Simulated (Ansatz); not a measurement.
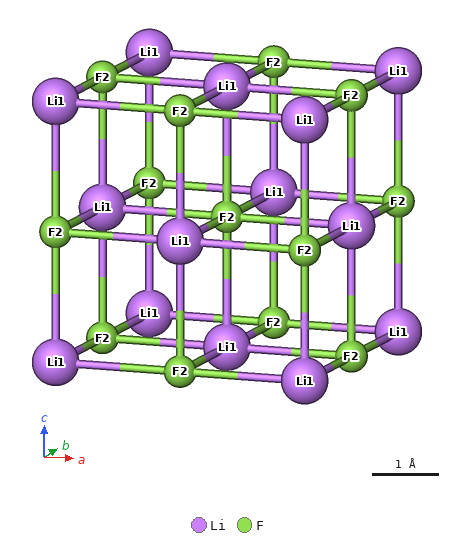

The structure (ball-and-stick view of the cell 4 times as large as that of the calculation, set on its symmetry axes, seen slightly off an axis; atoms are numbered from 1 in the order of the input).

## Single-point calculation, with input and output: LiF

The run: single-point calculation of LiF (2 atoms in the cell). Method and program: DFT PBE, scalar-relativistic, plane waves, PAW, no spin polarisation (Ansatz 0.2.0).

The structure was made by a generator, so it may or may not be a known phase. Figures and captions count atoms from 1; the log counts them from 0 in places.

### What the program printed
```
scf.n_extra_bands = 6 over 5 filled bands (N_el = 10.0): the run solves 11 bands
Engine: ansatz 0.2.0, aarch64-unknown-linux-gnu
Pseudopotentials: kind: paw
Pseudopotential: Li, paw, valence charge 3, recommended cutoff 420 eV (normal), Li.paw.azcp
Pseudopotential: F, paw, valence charge 7, recommended cutoff 420 eV (normal), F.paw.azcp
Functional definition: PBE
  parameter kappa = 0.804
  parameter beta = 0.06672455060314922
  exchange = pbe_x(kappa = kappa, mu = beta*pi^2/3)
  correlation = pbe_c(beta = beta)
Crystal: 2 atoms, lattice volume = 16.830 Å³
Basis set: ecut = 420 eV, 331 PW (Γ), exchange–correlation on 40×40×40 points (8 copies of the dense FFT grid, shifted against one another)
Bands: 11, of which v1, the nominal top of the filled ones, is band 5 counted from 1 (4 counted from 0)
Symmetry: 48 space group operations
Space group: Fm-3m (ITA 225), of the structure as read, at distance tolerance 2.6e-5 Å
k-points: 47 of 1000
Non-local potential: Li, projectors of the file, l = 0: 3, l = 1: 2, l = 2: 1
Non-local potential: F, projectors of the file, l = 0: 2, l = 1: 2, l = 2: 1
PAW form: soft (Blöchl's): semilocal exchange-correlation on the pseudo side does not see the compensation charge
PAW one-centre angular grid: Li, 110 points (default); XC on 64 Gauss nodes
PAW one-centre angular grid: F, 110 points (default); XC on 64 Gauss nodes
Initial density: superposition of atomic densities (neutral atoms: chi_scale 0, normalization atom), corrected by the library's trained network
Initial wavefunctions: pseudopotential atomic-orbital guess
Functional: x = pbe(κ = 0.804, μ = 0.2195149727645171), c = pbe(β = 0.06672455060314922)
SCF iter   1: F=—  HF=-1016.170948 eV  |F-HF|=—  |Δ(HF+E_count)|=         —  Δρ=1.20e-3  dr2=1.39e-4  ethr=1.77e-3  ⟨swp⟩=5.8  Hψ=2963  notcnv=0  defer=1
preconditioner: auto → none  [insulator: Δε(μ)=8.822 eV  Ē_g=25.949 eV  σ=0.020 eV  W_gap=1.00  n_scr=0 (ndim 8)  ℏωp=25.6 eV  f_vac=0.000  D(μ)=0.00/eV (n_scr^D=0)  ε∞_Penn≈2.0]
SCF iter   2: F=—  HF=-1016.170846 eV  |F-HF|=—  |Δ(HF+E_count)|=   1.02e-4  Δρ=1.74e-3  dr2=3.12e-4  ethr=1.39e-6  ⟨swp⟩=2.0  Hψ=1206  notcnv=0  defer=57
SCF iter   3: F=—  HF=-1016.170778 eV  |F-HF|=—  |Δ(HF+E_count)|=   6.79e-5  Δρ=7.51e-4  dr2=5.94e-5  ethr=1.39e-6  ⟨swp⟩=2.4  Hψ=614  notcnv=0  defer=57
SCF iter   4: F=—  HF=-1016.170860 eV  |F-HF|=—  |Δ(HF+E_count)|=   8.21e-5  Δρ=2.36e-4  dr2=5.72e-6  ethr=5.94e-7  ⟨swp⟩=2.2  Hψ=611  notcnv=0  defer=57
SCF iter   5: F=—  HF=-1016.170859 eV  |F-HF|=—  |Δ(HF+E_count)|=   7.49e-7  Δρ=1.19e-4  dr2=1.58e-6  ethr=5.72e-8  ⟨swp⟩=1.0  Hψ=444  notcnv=0  defer=57
SCF iter   6: F=—  HF=-1016.170859 eV  |F-HF|=—  |Δ(HF+E_count)|=   3.62e-7  Δρ=5.54e-5  dr2=3.49e-7  ethr=1.58e-8  ⟨swp⟩=1.0  Hψ=444  notcnv=0  defer=57
SCF iter   7: F=-1016.170859 eV  HF=-1016.170859 eV  |F-HF|=3.40e-8  |Δ(HF+E_count)|=   9.53e-8  Δρ=1.85e-5  dr2=3.91e-8  ethr=1.00e-9  ⟨swp⟩=7.1  Hψ=2646  notcnv=0
SCF 1 converged in 7 iterations: F = -1016.170859 eV  dr2 = 3.91e-8
  greatest PAW one-centre occupation: 1.000 electrons in one spin orbital (limit 2), on the Li atom at site 0 (counted from 0), in its partial waves of l = 0
NSCF: frozen V_eff on 86 k-points
NSCF: frozen V_eff on 120 k-points
SCF converged after 7 iterations
Free energy (F): -1016.170859 eV
Harris-Foulkes:  -1016.170859 eV  (|F-HF|=3.40e-8)
Internal energy: -1016.170859 eV  (E = F + TS)
E sigma→0 (E₀):  -1016.170859 eV
Fermi energy:    5.178353 eV
--- Per-component energies (eV) ---
  E_band       = -119.810991
  E_kinetic    = 230.226643
  E_local      = -649.489784  (includes V_loc(G=0)·N_el)
  E_nonlocal   = 40.324657
  E_hartree    = 227.903864
  E_xc         = -91.735386
  E_vxc        = -117.661995  (∫ρ·V_xc dr)
  E_paw        = -221.754274  (= ΣΔE_a)
  E_vpaw       = -79.015029  (= ΣTr[D̂ρ^β])
  E_aug_tail   = 0.002240  (compensation charges beyond the density's cutoff)
  E_ewald      = -551.648819
  E_smearing   = -0.000000  (= −TS)
  E_closure    = 0.000000  (closes the sum)
  Σ components = -1016.170859   (vs F -1016.170859, Δ=0.00e0)
--- Forces (eV/Å), atoms counted from 1 ---
  atom   1  Li    -0.00000000     0.00000000    -0.00000000
  atom   2  F      0.00000000     0.00000000    -0.00000000
  max |Σ_I F_I| component: 2.08e-29 eV/Å
--- Stress (GPa, compression-positive) ---
       -0.001288       0.000000      -0.000000
       -0.000000      -0.001288      -0.000000
       -0.000000      -0.000000      -0.001288
  P = ⅓ Tr σ = -0.0013 GPa (-0.013 kbar)
--- Band table (eV; the first three rows and the last of 47) ---
  k-point 0: bands = ["-40.1955", "-19.1250", "0.7631", "0.7631", "0.7631", "9.5935", "24.3285", "24.3285", "24.3285", "24.8174", "24.8174"]
  k-point 1: bands = ["-40.1906", "-19.0883", "0.4842", "0.7414", "0.7414", "9.8872", "21.7715", "23.1446", "23.1446", "25.7988", "25.8120"]
  k-point 2: bands = ["-40.1778", "-18.9897", "-0.1817", "0.6859", "0.6859", "10.5504", "19.3318", "21.6935", "21.6935", "26.7431", "27.1390"]
  k-point 46: bands = ["-40.1302", "-18.4936", "-1.5064", "-0.9169", "-0.0216", "15.4552", "15.8076", "17.9198", "19.7222", "25.6548", "30.1884"]
--- Löwdin populations: 2 sites ---
  site symbol       q [e]
     0     Li      2.2184
     1      F      7.7250
  spilling = 0.005662 (of n_electrons = 10.000000)
--- Bader charges: 2 sites ---
  site symbol  charge [e]  shift [e]
     0     Li      0.9045     0.0008
     1      F     -0.9045     0.0008
  estimated error of the sums over rays = 4.9e-5 e
```

### File bader_charges.tsv
```
# site	symbol	x_ang	y_ang	z_ang	partial_charge_e	electrons	volume_ang3	relative_density_drop	shared_charge_e	partial_wave_shift_e
# quadrature_error_electrons = 4.9e-5
0	Li	0.0000	0.0000	0.0000	0.90452	2.09548	2.92	-	0.90452	0.00084
1	F	2.0340	2.0340	2.0340	-0.90452	9.90452	13.91	-	-0.90452	0.00084
```

### File populations.tsv
```
# site	symbol	l	j	q
# orbitals = lowdin
# n_electrons = 10.000000
# spilling = 0.005662
0	Li	0_1S	-	1.945736
0	Li	0_2S	-	0.272627
1	F	0_2S	-	1.897211
1	F	1_2P	-	5.827803
```

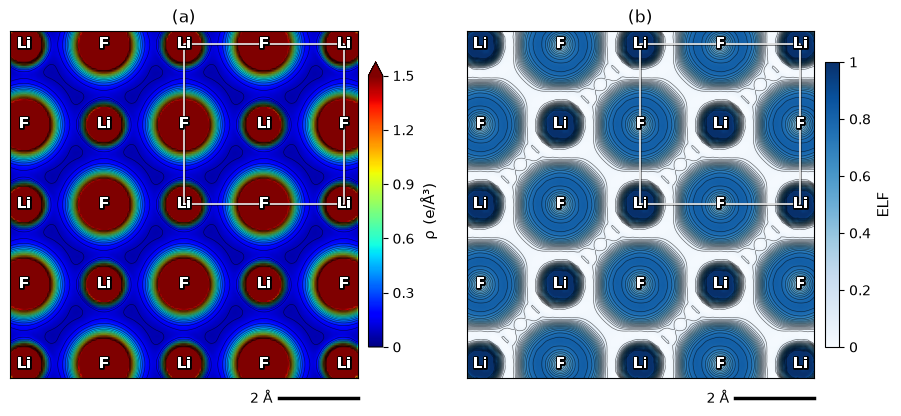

(a) valence pseudo-density; (b) ELF on the (001) plane of the conventional cell. Atoms in the plane: Li and F. Li–F (2.03 Å): ρ at the midpoint is about 0.25 e/Å³; the ELF is about 0.40 at the midpoint. Away from the nuclei the density in this plane falls to 0.06 e/Å³ at its lowest. The strong features right at Li lie inside the PAW spheres (semicore, d or f shells) and say nothing about bonding. Core electrons are frozen (PAW), so the fields are smoothed inside the atomic spheres.

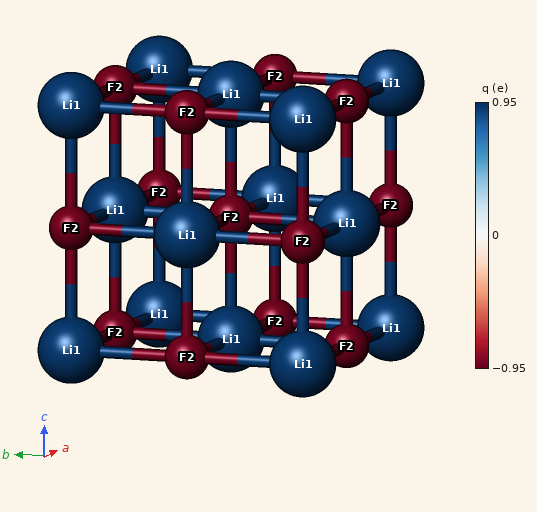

Bader charges, as the colour of each atom (ball-and-stick view of the cell 4 times as large as that of the calculation, set on its symmetry axes, seen at an oblique angle; atoms are numbered from 1 in the order of the input). By element: Li +0.90 and F −0.90 e.

This output came from the following input.

### The input
```yaml
crystal:
  lattice:
    - [0.0, 2.0340099532, 2.0340099532]
    - [2.0340099532, 0.0, 2.0340099532]
    - [2.0340099532, 2.0340099532, 0.0]
  atoms:
    - { symbol: Li, position: [0.0, 0.0, 0.0] }
    - { symbol: F, position: [0.5, 0.5, 0.5] }
basis:
  ecutwfc: 420
kpoints:
  mp_grid: { grid: [10, 10, 10] }
  band_path:
    path:
      - [[0.0, 0.0, 0.0], [0.5, 0.0, 0.5], [0.625, 0.25, 0.625]]
      - [[0.375, 0.375, 0.75], [0.0, 0.0, 0.0], [0.5, 0.5, 0.5], [0.5, 0.25, 0.75], [0.5, 0.0, 0.5]]
    npoints: 14
hamiltonian:
  xc: pbe
scf:
  occupations: { method: gaussian, width: 0.02 }
  n_extra_bands: 6
output:
  forces: true
  stress: true
  eigenvalues: true
  populations: true
  dos: { projected: true, de: 0.02, nscf_kmesh: { grid: [15, 15, 15] } }
  bader: true
  write_density: true
  write_potential: true
  elf: true
  volumetric_format: npy
```

Launch command:
```bash
ansatz run input.yaml --threads 1 --pin off --max-ram 2560MiB --backend cpu --events-out ev --progress --plain --runs-dir out
```

### Results in brief

- outcome: converged
- space group (tolerance 0.01 Å): Fm-3m (225)
- electrons treated: 10
- free energy: −1016.1709 eV
- Fermi energy: 5.178 eV
- gap on the k-point mesh: 8.83 eV
- gap on the band path: 8.83 eV
- pressure: 0.00 GPa
- largest force (length of the vector): under 0.001 eV/Å
- hardware: 1 thread of Arm Neoverse V2, 24 GiB of memory available, shared host
- wall time: 7.3 s
- peak memory: 0.26 GiB
